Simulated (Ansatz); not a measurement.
Consider CuO.

```
Cu O
1.0
     2.81729    0.00000    0.00000
    -1.40864    2.43984    0.00000
     0.00000    0.00000    2.74953
Cu O
1 1
Cartesian
  0.0000 0.0000 0.0000
  1.4087 0.8133 1.3748
```

Space group P-6m2; a generated structure, not necessarily the stable one; built by placing these elements on a known structure type; computed pressure about 3 GPa in this cell.

Theory: Ansatz 0.2.0, Kohn-Sham DFT of a periodic cell, PBE, Ansatz PAW.

Q: What can the converged valence pseudo-density and electron localisation function tell about the bonding?

A: Cu–O (2.13 Å): ρ at the midpoint is about 0.43 e/Å³; the ELF peaks at about 0.80 in the valence shell of O, 0.6 Å from its nucleus, and is about 0.15 at the midpoint (no localised pair shows between them).

Q: Does the calculation make it a metal, or give it a gap?

A: It is gapless in this calculation (a metal or semimetal); semilocal functionals without U, or without the true magnetic order, often close the gap of such compounds.

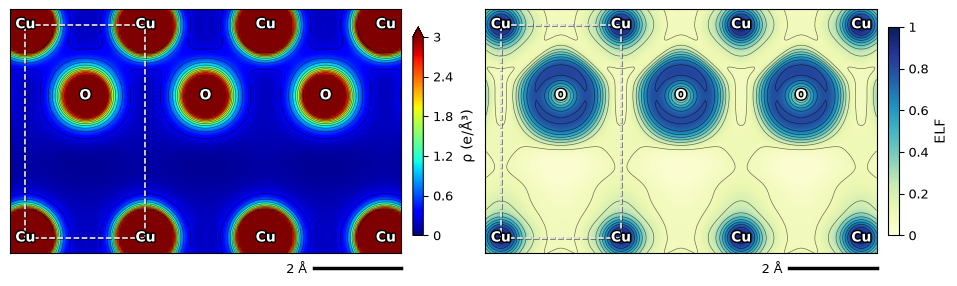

Computed valence pseudo-density and electron localisation function on the (110) plane of the conventional cell, in this order. 

The density is the valence pseudo-density of a PAW calculation; it isn't the true density close to the nuclei.
